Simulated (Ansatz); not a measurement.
Start from this file.

```
Li
1.0
     4.71879    0.00000    0.00000
    -2.35939    4.08659    0.00000
     0.00000    0.00000    2.77308
Li
3
Direct
  0.00000 0.00000 0.00000
  0.66667 0.33333 0.50000
  0.33333 0.66667 0.50000
```

Q: Characterise the structure given above.

A: The element is lithium. The structure has P6/mmm (No. 191) symmetry and a primitive hexagonal lattice. Type of structure: ω phase (AlB₂-like). The cell holds three atoms. Counting contacts within bonding distance, the coordination numbers are Li 2 to 5 (mean 4.0).

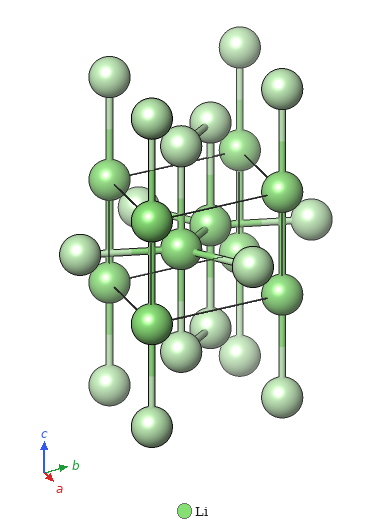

The image is a ball-and-stick drawing of a crystal, viewed slightly off an axis. The edges of the conventional unit cell are marked. Neighbours across the faces are drawn wherever a bond reaches them, in fainter colours.

The initial geometry was a structure listed in the Materials Project. The cell was then strained or its atoms displaced on purpose. It was relaxed at fixed volume with DFT PBE, scalar-relativistic, plane waves, PAW in Ansatz.
